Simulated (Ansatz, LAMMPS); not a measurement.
# Static equation of state of glassy 22BaO-78TiO2 (mol %) (89 atoms)

Density of this cell: 4.03 g/cm³. The cell holds 89 atoms: 7 Ba, 25 Ti and 57 O. Cell: a = 10.865 Å, b = 10.610 Å, c = 11.014 Å, α = 90.7°, β = 91.0°, γ = 93.9°. The starting structure: 89 atoms (7 Ba, 25 Ti, 57 O) placed at random at 4.2 g/cm³, melted at 4000 K for 10 ps at fixed volume with the Morse and Coulomb pair potential with partial charges (Pedone, Malavasi, Menziani, Cormack and Segre, J. Phys. Chem. B 110, 11780 (2006)). Quenched from 4000 K to 300 K at 100 K/ps and fixed volume, held 10 ps at zero pressure.

Calculated with Ansatz 0.2.0: Kohn-Sham DFT, PBE, PAW (set soft_1), plane waves; cutoff 420 eV, Γ point, fixed occupations. Cell and atoms were relaxed first, to V0 = 14.230 Å³ an atom at a residual P0 = -0.001 GPa. The cell was then scaled evenly, and the atoms were relaxed at each volume.

| volume (Å³/atom) | pressure (GPa) |
| --- | --- |
| 12.807 | 6.919 |
| 13.376 | ? |
| 13.803 | 2.166 |
| 14.657 | -1.930 |
| 15.083 | -3.486 |

Task: Fit the third-order Birch–Murnaghan equation to the rows given and interpolate to the withheld row.

**Working.**

Take the Eulerian strain f = ½[(V0/V)^(2/3) − 1] and the normalised pressure F = (P − P0) / [3f(1 + 2f)^(5/2)]. The third-order Birch–Murnaghan equation is then the line F = B0 + (3/2)B0(B′ − 4) f, so u = f and v = F.

| u = f | v = F (GPa) |
| --- | --- |
| 0.0363830 | 53.1918 |
| 0.0102568 | 66.9474 |
| -0.00975639 | 69.2313 |
| -0.0190508 | 67.1832 |

With n = 4: mean u = 0.00445816, mean v = 64.1384, Σ(u − ū)² = 0.0018075, Σ(u − ū)(v − v̄) = -0.47715. Slope b = -0.47715 / 0.0018075 = -263.98; intercept a = v̄ − b ū = 65.315.

So B0 = a = 65.3 GPa and B′ = 4 + 2b/(3a) = 1.31. At the withheld volume f = 0.02106, F = a + b f = 59.76 GPa, and P = P0 + 3f(1 + 2f)^(5/2) F.

Prediction at 13.376: 4.184 GPa. The run gave 4.405 GPa, so the fit is low by 0.22 GPa (5.0 % of the value).

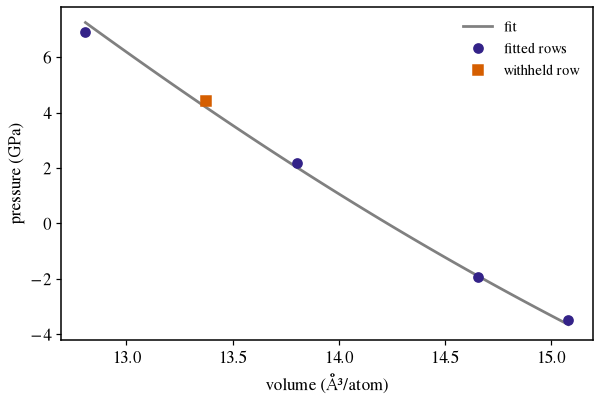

The fit, the rows that it rests on and the withheld row.

The series isn't one smooth equation of state: even a line fitted to all rows, the withheld one included, misses F by up to 7.0 %, the count of bonds changes along the series and an atom moves over 0.5 Å in some relaxation. B0 and B′ are then only the numbers of this fit, not moduli of the material. Among the rows given, the largest miss of the fit is at 12.807, by 0.33 GPa (3.1 % of the range of the table).

Limits: Static cells at zero temperature; the cell shape is held. The program notes that the SCF threshold of these relaxations is loose for the stress. The quench rate of 100 K/ps is many orders above laboratory rates, so the cell is likely richer in defects and strain than a real sample. The network of bonds at the start is that of the classical potential that made the cell, and needn't be the one that DFT or experiment would give. Only the Γ point is sampled, in a cell whose shortest periodic width is 11 Å.

[Hosts, paths, dates, database ids (printed as entryN), source tags and the programs' standing remarks are cut or masked in the printed files.]
